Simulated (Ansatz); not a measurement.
# Single-point calculation of SiO$_{2}$

System: SiO$_{2}$ (6 atoms in the cell).
Method: DFT PBE, scalar-relativistic, plane waves, PAW, PAW set soft_1, no spin polarisation (Ansatz 0.2.0).

The structure derives from a Materials Project entry. Figures and captions count atoms from 1; the log counts them from 0 in places.

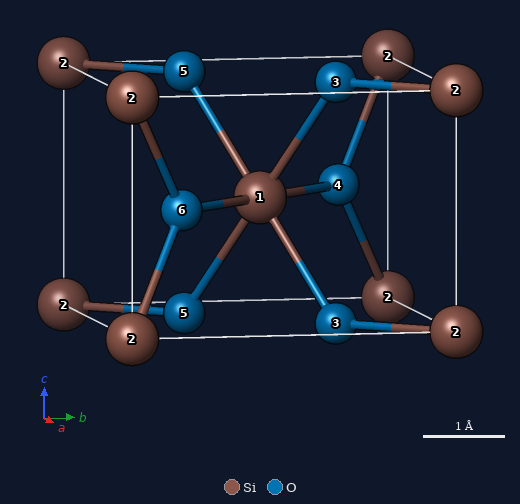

Fig. 1: The structure as given in the input (ball-and-stick view of the cell of the calculation, seen slightly off an axis; atoms are numbered from 1 in the order of the input). An atom can appear more than once, as a periodic image. Near neighbours in the periodic cell (some may lie outside the picture): Si has 6 O at 1.78 to 1.88 Å; O has 3 Si at 1.78 to 1.88 Å.

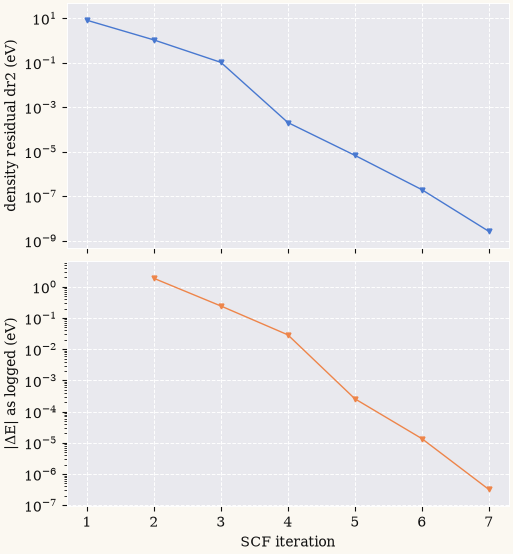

Fig. 2: Convergence of the self-consistent field: density residual dr2 and size of the energy change against the SCF iteration. The residual falls at every step.

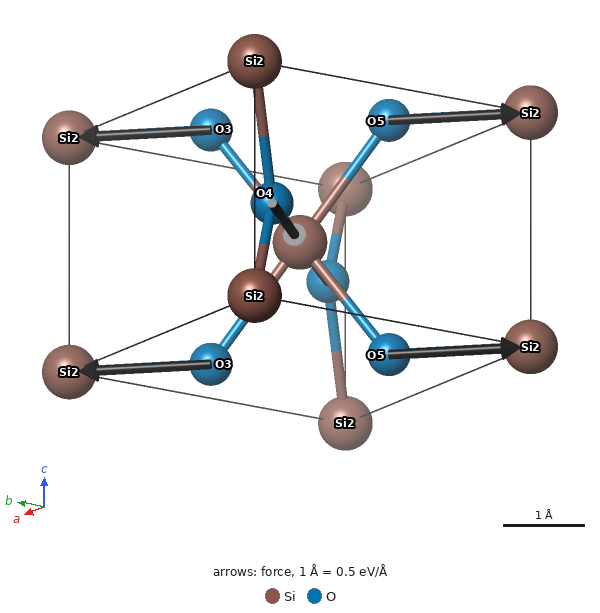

Fig. 3: Forces on the atoms as black arrows (ball-and-stick view of the cell of the calculation, seen at an oblique angle; atoms are numbered from 1 in the order of the input). The largest act on all 4 O atoms (0.84 eV/Å). The geometry is not a stationary point of this energy.

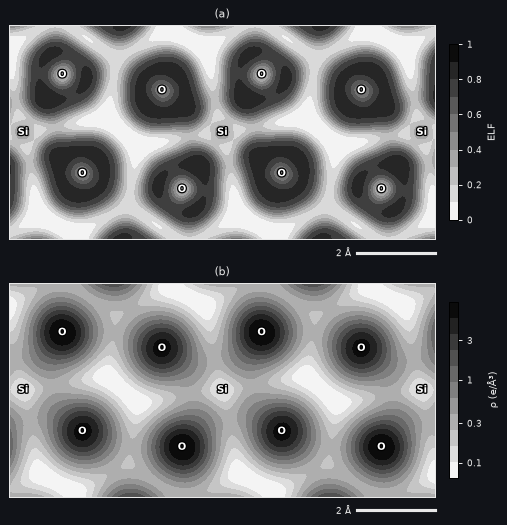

Fig. 4: (a) electron localisation function; (b) valence electron density on the (111) plane of the conventional cell. Atoms in the plane: Si and O. Si–O (1.88 Å): ρ at the midpoint is about 0.75 e/Å³; the ELF peaks at about 0.85 between the atoms, which marks a polar covalent bond. Away from the nuclei the density in this plane falls to 0.07 e/Å³ at its lowest. Core electrons are frozen (PAW), so the fields are smoothed inside the atomic spheres.

The input that produced these results follows, with the program's output.

### The input
```yaml
crystal:
  lattice:
    - [4.1088, 0.0, 0.0]
    - [0.0, 4.1088, 0.0]
    - [0.0, 0.0, 3.0125]
  atoms:
    - { symbol: Si, position: [0.5, 0.5, 0.5] }
    - { symbol: Si, position: [0.0, 0.0, 0.0] }
    - { symbol: O, position: [0.6930127928, 0.6930127928, 0.0] }
    - { symbol: O, position: [0.1930127928, 0.8069872072, 0.5] }
    - { symbol: O, position: [0.3069872072, 0.3069872072, 0.0] }
    - { symbol: O, position: [0.8069872072, 0.1930127928, 0.5] }
basis:
  ecutwfc: 520.0
kpoints:
  mp_grid: { grid: [6, 6, 8] }
hamiltonian:
  xc: pbe
  pseudopotentials: { kind: paw, azcp: { folder: soft_1 } }
scf:
  occupations: { method: gaussian, width: 0.05 }
output:
  forces: true
  stress: true
  eigenvalues: true
  write_density: true
  write_potential: true
  elf: true
  volumetric_format: npy
```

Launched with:
```bash
ansatz run input.yaml --threads 2 --pin off --max-ram 4096MiB --backend cpu --events-out ev --progress --plain --runs-dir out
```

### Log
```
Engine: ansatz 0.2.0, aarch64-unknown-linux-gnu
Pseudopotentials: kind: paw
Pseudopotential: Si, paw, valence charge 4, recommended cutoff 420 eV (normal), [file]
Pseudopotential: O, paw, valence charge 6, recommended cutoff 420 eV (normal), [file]
Functional definition: PBE
  parameter kappa = 0.804
  parameter beta = 0.06672455060314922
  exchange = pbe_x(kappa = kappa, mu = beta*pi^2/3)
  correlation = pbe_c(beta = beta)
Crystal: 6 atoms, lattice volume = 50.858 Å³
Basis set: ecut = 520 eV, 1387 PW (Γ), exchange–correlation on 64×64×48 points (8 copies of the dense FFT grid, shifted against one another)
Bands: 22, of which v1, the nominal top of the filled ones, is band 16 counted from 1 (15 counted from 0)
Symmetry: 16 space group operations
Space group: P42/mnm (ITA 136), of the structure as read, at distance tolerance 3.7e-5 Å
k-points: 50 of 288
Non-local potential: Si, projectors of the file, l = 0: 2, l = 1: 2, l = 2: 1
Non-local potential: O, projectors of the file, l = 0: 2, l = 1: 2, l = 2: 1
PAW form: soft (Blöchl's): semilocal exchange-correlation on the pseudo side does not see the compensation charge
PAW one-centre angular grid: Si, 110 points (default); XC on 64 Gauss nodes
PAW one-centre angular grid: O, 110 points (default); XC on 64 Gauss nodes
Initial density: superposition of atomic densities (chi_scale 0.1, normalization cell, long waves kept (reshape's long-wave potential 0.00 eV rms))
Initial wavefunctions: pseudopotential atomic-orbital guess
Functional: x = pbe(κ = 0.804, μ = 0.2195149727645171), c = pbe(β = 0.06672455060314922)
SCF iter   1: F=—  HF=-3548.182079 eV  |F-HF|=—  |Δ(HF+E_count)|=         —  Δρ=1.35e-1  dr2=8.05e0  ethr=3.10e-3  ⟨swp⟩=6.1  Hψ=5917  notcnv=0
preconditioner: auto → none  [insulator: Δε(μ)=4.925 eV  Ē_g=17.792 eV  σ=0.050 eV  W_gap=1.00  n_scr=10 (ndim 8)  ℏωp=29.5 eV  f_vac=0.000  D(μ)=0.00/eV (n_scr^D=0)  ε∞_Penn≈3.7]
SCF iter   2: F=—  HF=-3546.308797 eV  |F-HF|=—  |Δ(HF+E_count)|=    1.87e0  Δρ=7.08e-2  dr2=1.05e0  ethr=3.10e-3  ⟨swp⟩=3.3  Hψ=2848  notcnv=0  defer=85
SCF iter   3: F=—  HF=-3546.065727 eV  |F-HF|=—  |Δ(HF+E_count)|=   2.43e-1  Δρ=2.41e-2  dr2=1.03e-1  ethr=3.10e-3  ⟨swp⟩=2.5  Hψ=2161  notcnv=0  defer=84
SCF iter   4: F=—  HF=-3546.094661 eV  |F-HF|=—  |Δ(HF+E_count)|=   2.89e-2  Δρ=9.85e-4  dr2=2.04e-4  ethr=3.22e-4  ⟨swp⟩=2.8  Hψ=1642  notcnv=0  defer=84
SCF iter   5: F=—  HF=-3546.094920 eV  |F-HF|=—  |Δ(HF+E_count)|=   2.59e-4  Δρ=1.98e-4  dr2=6.86e-6  ethr=6.37e-7  ⟨swp⟩=2.0  Hψ=1780  notcnv=0  defer=84
SCF iter   6: F=—  HF=-3546.094934 eV  |F-HF|=—  |Δ(HF+E_count)|=   1.37e-5  Δρ=3.44e-5  dr2=1.97e-7  ethr=2.14e-8  ⟨swp⟩=2.0  Hψ=1694  notcnv=0  defer=84
SCF iter   7: F=-3546.094934 eV  HF=-3546.094934 eV  |F-HF|=3.42e-9  |Δ(HF+E_count)|=   3.22e-7  Δρ=4.10e-6  dr2=2.64e-9  ethr=3.13e-10  ⟨swp⟩=14.5  Hψ=8627  notcnv=0
SCF 1 converged in 7 iterations: F = -3546.094934 eV  dr2 = 2.64e-9
  greatest PAW one-centre occupation: 0.858 electrons in one spin orbital (limit 2), on the O atom at site 5 (counted from 0), in its partial waves of l = 0
SCF converged after 7 iterations
Free energy (F): -3546.094934 eV
Harris-Foulkes:  -3546.094934 eV  (|F-HF|=3.42e-9)
Internal energy: -3546.094934 eV  (E = F + TS)
E sigma→0 (E₀):  -3546.094934 eV
Fermi energy:    10.982814 eV
--- Per-component energies (eV) ---
  E_band       = 40.743427
  E_kinetic    = 772.667789
  E_local      = -1244.988911  (includes V_loc(G=0)·N_el)
  E_nonlocal   = 247.308524
  E_hartree    = 454.905944
  E_xc         = -401.429741
  E_vxc        = -464.826025  (∫ρ·V_xc dr)
  E_paw        = -1675.829058  (= ΣΔE_a)
  E_vpaw       = -179.229989  (= ΣTr[D̂ρ^β])
  E_aug_tail   = 0.000865  (compensation charges beyond the density's cutoff)
  E_ewald      = -1698.730346
  E_smearing   = -0.000000  (= −TS)
  E_closure    = 0.000000  (closes the sum)
  Σ components = -3546.094934   (vs F -3546.094934, Δ=0.00e0)
--- Forces (eV/Å), atoms counted from 1 ---
  atom   1  Si     0.00000000    -0.00000000     0.00000000
  atom   2  Si    -0.00000000    -0.00000000    -0.00000000
  atom   3  O      0.59290177     0.59290177    -0.00000000
  atom   4  O      0.59290177    -0.59290177    -0.00000000
  atom   5  O     -0.59290177    -0.59290177     0.00000000
  atom   6  O     -0.59290177     0.59290177     0.00000000
  max |Σ_I F_I| component: 1.11e-16 eV/Å
--- Stress (GPa, compression-positive) ---
       -0.098900       0.000000       0.000000
        0.000000      -0.098900       0.000000
        0.000000       0.000000     -48.465214
  P = ⅓ Tr σ = -16.2210 GPa (-162.210 kbar)
--- Band table (eV; the first three rows and the last of 50) ---
  k-point 0: bands = ["-12.2428", "-8.8079", "-8.8079", "-8.4915", "-0.9592", "3.0419", "3.8738", "4.0821", "4.0821", "4.7127", "6.0439", "6.0439", "6.5881", "8.5869", "8.5869", "9.1813", "12.7844", "13.9652", "15.4773", "15.4773", "18.4743", "20.5122"]
  k-point 1: bands = ["-12.0890", "-8.7546", "-8.7546", "-8.5682", "-0.9434", "2.9073", "4.0464", "4.2091", "4.2091", "4.2899", "5.5626", "5.5626", "6.0772", "8.4433", "8.4433", "8.9593", "13.6142", "14.7090", "16.2187", "16.2187", "18.1841", "21.1653"]
  k-point 2: bands = ["-11.6448", "-8.8483", "-8.6212", "-8.6212", "-0.8416", "2.8037", "3.0765", "4.5409", "4.5409", "4.5506", "4.6148", "4.6148", "5.2568", "8.0106", "8.0106", "8.3247", "15.2078", "16.3952", "17.9447", "17.9447", "18.1774", "22.3421"]
  k-point 49: bands = ["-9.7431", "-9.7431", "-8.7083", "-8.7083", "-0.9918", "-0.9918", "1.8447", "1.8447", "5.5451", "5.5451", "5.5621", "5.5621", "8.0548", "8.0548", "8.1006", "8.1006", "15.7191", "15.7191", "20.1565", "20.1565", "20.3717", "20.3717"]
```

### Results in brief

| quantity | value |
| --- | --- |
| outcome | converged |
| space group (tolerance 0.01 Å) | P4₂/mnm (136) |
| electrons treated | 32 |
| free energy | −3546.0949 eV |
| Fermi energy | 10.983 eV |
| gap on the k-point mesh | 3.60 eV |
| pressure | −16.22 GPa |
| largest force (length of the vector) | 0.838 eV/Å |
| hardware | 2 threads of Arm Neoverse N1, 98 GiB of memory available, shared host |
| wall time | 5.7 s (CPU time 11 s) |
| peak memory | 0.34 GiB |
